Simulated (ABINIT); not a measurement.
Positron calculation of Al (part 2 of 2)

The same run, continued: Al (Fm-3m, 1 atom in the cell); Kohn-Sham DFT of a periodic cell, LDA, JTH PAW LDA v2.0, no spin polarisation (ABINIT 10.8.3); cutoff 408.17 eV, 8×8×8 k-mesh, Gaussian smearing of 0.2 eV. The structure derives from an entry of the Crystallography Open Database.

Geometry of the input (Å; fractional positions):
```
0.0000  2.0248  2.0248
2.0248  0.0000  2.0248
2.0248  2.0248  0.0000
Al 0.0000  0.0000  0.0000
```

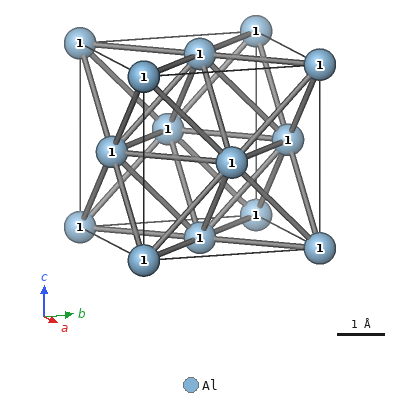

Fig. 1: The structure (ball-and-stick view of the cell 4 times as large as that of the calculation, set on its symmetry axes, seen slightly off an axis; atoms are numbered from 1 in the order of the input).

### The program's output, continued
```
 cartesian forces (eV/Angstrom) at end:
    1     -0.00000000000000    -0.00000000000000    -0.00000000000000
 frms,max,avg= 0.0000000E+00 0.0000000E+00   0.000E+00  0.000E+00  0.000E+00 e/A
 length scales=  5.411243404200  5.411243404200  5.411243404200 bohr
              =  2.863506690209  2.863506690209  2.863506690209 angstroms
 Fermi (or HOMO) energy (hartree) =   0.32245   Average Vxc (hartree)=  -0.36378
 Eigenvalues (hartree) for nkpt=  29  k points:
 kpt#   1, nband=  6, wtk=  0.00195, kpt=  0.0000  0.0000  0.0000 (reduced coord)
  -0.08381    0.78476    0.78476    0.78476    0.82939    0.82939
      occupation numbers for kpt#   1
   2.00000    0.00000    0.00000    0.00000    0.00000    0.00000
 prteigrs : prtvol=0 or 1, do not print more k-points.

--- !EnergyTerms
iteration_state     : {dtset: 1, }
comment             : Components of total free energy in Hartree
kinetic             :  8.28583903047804E-01
hartree             :  4.25234831297272E-03
xc                  : -1.08288927081641E+00
Ewald energy        : -2.69604242414010E+00
psp_core            : -1.23083751547816E-01
local_psp           :  2.73068113868688E-01
PAW spherical_terms :  6.66270509796890E-01
internal            : -2.12984057147797E+00
'-kT*entropy'       : -2.67940447102778E-04
total_energy        : -2.13010851192507E+00
total_energy_eV     : -5.79632054638449E+01
...

--- !EnergyTermsDC
iteration_state     : {dtset: 1, }
comment             : '"Double-counting" decomposition of free energy'
band_energy         :  4.84308383320061E-01
Ewald energy        : -2.69604242414010E+00
psp_core            : -1.23083751547816E-01
xc_dc               :  2.39390939525834E-02
PAW spherical_terms :  1.81039337253200E-01
internal            : -2.12983936116207E+00
'-kT*entropy'       : -2.67940447102778E-04
total_energy_dc     : -2.13010730160917E+00
total_energy_dc_eV  : -5.79631725294715E+01
...

--- !EnergyTermsWithPAWCore
iteration_state     : {dtset: 1, }
comment             : 'Components of total free energy, including PAW core contributions'
Total energy        : -2.41919385837297E+02
Total energy DC     : -2.41919384626981E+02
Total energy (eV)   : -6.58296184840919E+03
Total energy DC (eV): -6.58296181547482E+03
...

 Cartesian components of stress tensor (hartree/bohr^3)
  sigma(1 1)=  1.30853406E-04  sigma(3 2)=  0.00000000E+00
  sigma(2 2)=  1.30853406E-04  sigma(3 1)=  0.00000000E+00
  sigma(3 3)=  1.30853406E-04  sigma(2 1)=  0.00000000E+00

-Cartesian components of stress tensor (GPa)         [Pressure= -3.8498E+00 GPa]
- sigma(1 1)=  3.84984011E+00  sigma(3 2)=  0.00000000E+00
- sigma(2 2)=  3.84984011E+00  sigma(3 1)=  0.00000000E+00
- sigma(3 3)=  3.84984011E+00  sigma(2 1)=  0.00000000E+00

================================================================================
== DATASET  2 ==================================================================

--- !DatasetInfo
iteration_state: {dtset: 2, }
dimensions: {natom: 1, nkpt: 1, mband: 1, nsppol: 1, nspinor: 1, nspden: 1, mpw: 166, }
cutoff_energies: {ecut:  15.0, pawecutdg:  30.0, }
electrons: {nelect:   1.00000000E+00, charge:   0.00000000E+00, occopt:   2.00000000E+00, tsmear:   1.00000000E-02, }
meta: {optdriver: 0, ionmov: 0, optcell: 0, iscf: 17, paral_kgb: 0, }
...

 mkfilename : getden/=0, take file _DEN from output of DATASET   1.

 Exchange-correlation functional for the present dataset will be:
  LDA: Perdew-Wang 92 LSD fit to Ceperley-Alder data - ixc=7
  J.P.Perdew and Y.Wang, PRB 45, 13244 (1992)

 Real(R)+Recip(G) space primitive vectors, cartesian coordinates (Bohr,Bohr^-1):
 R(1)=  0.0000000  3.8263269  3.8263269  G(1)= -0.1306736  0.1306736  0.1306736
 R(2)=  3.8263269  0.0000000  3.8263269  G(2)=  0.1306736 -0.1306736  0.1306736
 R(3)=  3.8263269  3.8263269  0.0000000  G(3)=  0.1306736  0.1306736 -0.1306736
 Unit cell volume ucvol=  1.1204080E+02 bohr^3
 Angles (23,13,12)=  6.00000000E+01  6.00000000E+01  6.00000000E+01 degrees

 Coarse grid specifications (used for wave-functions):

 getcut: wavevector=  0.0000  0.0000  0.0000  ngfft=  20  20  20
         ecut(hartree)=     15.000   => boxcut(ratio)=   2.11993

 Fine grid specifications (used for densities):

 getcut: wavevector=  0.0000  0.0000  0.0000  ngfft=  30  30  30
         ecut(hartree)=     30.000   => boxcut(ratio)=   2.25103

 getcut : COMMENT -
  Note that boxcut > 2.2 ; recall that boxcut=Gcut(box)/Gcut(sphere) = 2
  is sufficient for exact treatment of convolution.
  Such a large boxcut is a waste : you could raise ecut
  e.g. ecut=   38.003374 Hartrees makes boxcut=2

--- Pseudopotential description ------------------------------------------------
- pspini: atom type   1  psp file is ./Al.LDA_PW-JTH.xml
 Pseudopotential format is: paw10
 basis_size (lnmax)=  4 (lmn_size=  8), orbitals=   0   0   1   1
 Spheres core radius: rc_sph= 1.90363307
 Shapefunction is SIN type: shapef(r)=[sin(pi*r/rshp)/(pi*r/rshp)]**2
 Radius for shape functions =  1.60786206
 Compensation charge density is not taken into account in XC energy/potential

--------------------------------------------------------------------------------

================================================================================

--- !BeginCycle
iteration_state: {dtset: 2, }
solver: {iscf: 17, nstep: 80, nline: 4, wfoptalg: 10, }
tolerances: {toldfe: 1.00E-09, }
...

     iter   Etot(hartree)      deltaE(h)  residm     nres2
 ETOT  1  -2.5107176525460    -2.511E+00 3.238E-01 7.132E-01
 ETOT  2  -2.5208261633917    -1.011E-02 2.057E-05 1.973E-01
 ETOT  3  -2.5208273279724    -1.165E-06 1.481E-08 1.029E-03
 ETOT  4  -2.5208271661370     1.618E-07 3.322E-12 1.949E-04
 ETOT  5  -2.5208270720263     9.411E-08 5.668E-14 5.145E-07
 ETOT  6  -2.5208270803406    -8.314E-09 1.079E-17 9.504E-09
 ETOT  7  -2.5208270783751     1.966E-09 3.087E-18 4.519E-11
 ETOT  8  -2.5208270786043    -2.292E-10 3.035E-22 1.707E-11
 ETOT  9  -2.5208270785921     1.218E-11 2.050E-23 1.395E-15

 At SCF step    9, etot is converged :
  for the second time, diff in etot=  1.218E-11 < toldfe=  1.000E-09

--- !ResultsGS
iteration_state: {dtset: 2, }
comment   : Summary of ground state results
lattice_vectors:
- [  0.0000000,   3.8263269,   3.8263269, ]
- [  3.8263269,   0.0000000,   3.8263269, ]
- [  3.8263269,   3.8263269,   0.0000000, ]
lattice_lengths: [   5.41124,    5.41124,    5.41124, ]
lattice_angles: [ 60.000,  60.000,  60.000, ] # degrees, (23, 13, 12)
lattice_volume:   1.1204080E+02
convergence: {deltae:  1.218E-11, res2:  1.395E-15, residm:  2.050E-23, diffor:  0.000E+00, }
etotal    :  -2.52082708E+00
entropy   :   0.00000000E+00
fermie    :  -3.90724720E-01
cartesian_stress_tensor: null
pressure_GPa: null
xred      :
- [  0.0000E+00,   0.0000E+00,   0.0000E+00, Al]
cartesian_forces: null
force_length_stats: {min: null, max: null, mean: null, }
...

 Integrated electronic density in atomic spheres:
 ------------------------------------------------
 Atom  Sphere_radius  Integrated_density
    1        1.90363          0.04863869

--------------------------------------------------------------------------------
 Results for electron-positron annihilation:

2 computations of positron lifetime have been performed (with different enhancement factors).

########## Lifetime computation 1

 # Zero-positron density limit of Arponen and Pajanne provided by Boronski & Nieminen
   + GGA corrections
   Ref.: Boronski and R.M. Nieminen, Phys. Rev. B 34, 3820 (1986)
         B. Barbiellini, M.J. Puska, T. Torsti and R.M.Nieminen, Phys. Rev. B 51, 7341 (1995)
 # Enhancement factor of Boronski & Nieminen
   Ref.: Boronski and R.M. Nieminen, Phys. Rev. B 34, 3820 (1986)

 Positron lifetime                         (ps)   =  1.89344819E+02
 Positron lifetime with IPM for core elec. (ps)   =  1.93308481E+02
 Annihilation rate                         (ns-1) =  5.28136976E+00
 Annihilation rate with IPM for core elec. (ns-1) =  5.17307877E+00

 Annihilation rate core/valence decomposition:
   Core    contribution to ann.rate          (ns-1) =  6.41971861E-01
   Valence contribution to ann.rate          (ns-1) =  4.63939790E+00
   Core    contribution to ann.rate with IPM (ns-1) =  5.04600615E-01
   Valence contribution to ann.rate with IPM (ns-1) =  4.66847815E+00

 Annihilation rate PAW decomposition:
   Plane-wave contribution to ann.rate          (ns-1) =  4.72310696E+00
   Plane-wave valence contribution to ann.rate  (ns-1) =  4.64593357E+00
   On-site core contribution to ann.rate        (ns-1) =  5.64798466E-01
   On-site valence contribution to ann.rate     (ns-1) = -6.53566434E-03
   Plane-wave contribution to ann.rate with IPM (ns-1) =  4.69676441E+00
   Plane-wave core contrb. to ann.rate with IPM (ns-1) =  2.29972095E-02

########## Lifetime computation 2

 # Zero-positron density limit of Arponen and Pajanne provided by Boronski & Nieminen
   + GGA corrections
   Ref.: Boronski and R.M. Nieminen, Phys. Rev. B 34, 3820 (1986)
         B. Barbiellini, M.J. Puska, T. Torsti and R.M.Nieminen, Phys. Rev. B 51, 7341 (1995)
 # Enhancement factor of Boronski & Nieminen IN THE RPA LIMIT
   Ref.: Boronski and R.M. Nieminen, Phys. Rev. B 34, 3820 (1986)

 Positron lifetime                         (ps)   =  1.64160654E+02
 Positron lifetime with IPM for core elec. (ps)   =  1.67073439E+02
 Annihilation rate                         (ns-1) =  6.09159366E+00
 Annihilation rate with IPM for core elec. (ns-1) =  5.98539185E+00

 Annihilation rate core/valence decomposition:
   Core    contribution to ann.rate          (ns-1) =  6.46595501E-01
   Valence contribution to ann.rate          (ns-1) =  5.44499816E+00
   Core    contribution to ann.rate with IPM (ns-1) =  5.04600615E-01
   Valence contribution to ann.rate with IPM (ns-1) =  5.48079123E+00

 Annihilation rate PAW decomposition:
   Plane-wave contribution to ann.rate          (ns-1) =  5.53350517E+00
   Plane-wave valence contribution to ann.rate  (ns-1) =  5.45169727E+00
   On-site core contribution to ann.rate        (ns-1) =  5.64787600E-01
   On-site valence contribution to ann.rate     (ns-1) = -6.69910890E-03
   Plane-wave contribution to ann.rate with IPM (ns-1) =  5.50922868E+00
   Plane-wave core contrb. to ann.rate with IPM (ns-1) =  2.29972095E-02

      (*) IPM=Independent particle Model

================================================================================

 ----iterations are completed or convergence reached----

 Mean square residual over all n,k,spin=   20.501E-24; max=  20.501E-24
 reduced coordinates (array xred) for    1 atoms
       0.000000000000      0.000000000000      0.000000000000
 rms dE/dt=  0.0000E+00; max dE/dt=  0.0000E+00; dE/dt below (all hartree)
    1       0.000000000000      0.000000000000      0.000000000000

 cartesian coordinates (angstrom) at end:
    1      0.00000000000000     0.00000000000000     0.00000000000000
 length scales=  5.411243404200  5.411243404200  5.411243404200 bohr
              =  2.863506690209  2.863506690209  2.863506690209 angstroms
 Fermi (or HOMO) energy (hartree) =  -0.39072   Average Vxc (hartree)=  -0.31975
 Eigenvalues (hartree) for nkpt=   1  k points:
 kpt#   1, nband=  1, wtk=  1.00000, kpt=  0.0000  0.0000  0.0000 (reduced coord)
  -0.39072

--- !EnergyTerms
iteration_state     : {dtset: 2, }
comment             : Components of total free energy in Hartree
kinetic             :  1.74873954602678E-01
local_psp           : -2.83390157390748E-01
PAW spherical_terms :  2.94526414243973E-02
positronic          : -7.90635613636729E-02
electronic          : -2.13010730160917E+00
electron_positron_interaction: -3.11656271749107E-01
total_energy        : -2.52082713472195E+00
total_energy_eV     : -6.85952008222686E+01
...

--- !EnergyTermsDC
iteration_state     : {dtset: 2, }
comment             : '"Double-counting" decomposition of free energy'
band_energy         : -3.90724719761807E-01
PAW spherical_terms :  0.00000000000000E+00
electron_positron_dc:  3.11661214528000E-01
positronic          : -7.90635052338064E-02
electronic          : -2.13010730160917E+00
electron_positron_interaction: -3.11656271749107E-01
total_energy_dc     : -2.52082707859208E+00
total_energy_dc_eV  : -6.85951992948971E+01
...

== END DATASET(S) ==============================================================
================================================================================

 -outvars: echo values of variables after computation  --------
            acell      5.4112434042E+00  5.4112434042E+00  5.4112434042E+00 Bohr
           etotal1    -2.1301073016E+00
           etotal2    -2.5208270786E+00
            fcart1    -0.0000000000E+00 -0.0000000000E+00 -0.0000000000E+00
            fcart2     9.9999999999E+99  9.9999999999E+99  9.9999999999E+99
            rprim      0.0000000000E+00  7.0710678120E-01  7.0710678120E-01
                       7.0710678120E-01  0.0000000000E+00  7.0710678120E-01
                       7.0710678120E-01  7.0710678120E-01  0.0000000000E+00
           strten1     1.3085340567E-04  1.3085340567E-04  1.3085340567E-04
                       0.0000000000E+00  0.0000000000E+00  0.0000000000E+00
           strten2     9.9999999999E+99  9.9999999999E+99  9.9999999999E+99
                       9.9999999999E+99  9.9999999999E+99  9.9999999999E+99
 Calculation completed.
```

### Results in brief

| quantity | value |
| --- | --- |
| outcome | converged |
| space group (tolerance 0.01 Å) | Fm-3m (225) |
| electrons treated | 3 |
| free energy | −57.9632 eV |
| positron lifetime (one of the program's estimates) | 164.2 ps |
| Fermi energy | 8.774 eV |
| gap on the k-point mesh | none (metallic) |
| pressure | −3.85 GPa |
| largest force (length of the vector) | under 0.001 eV/Å |
| wall time | 2.2 s |
| peak memory | 0.06 GiB |

Points of doubt noted for this run: cutoff too low for stress; PAW basis incomplete for positron.
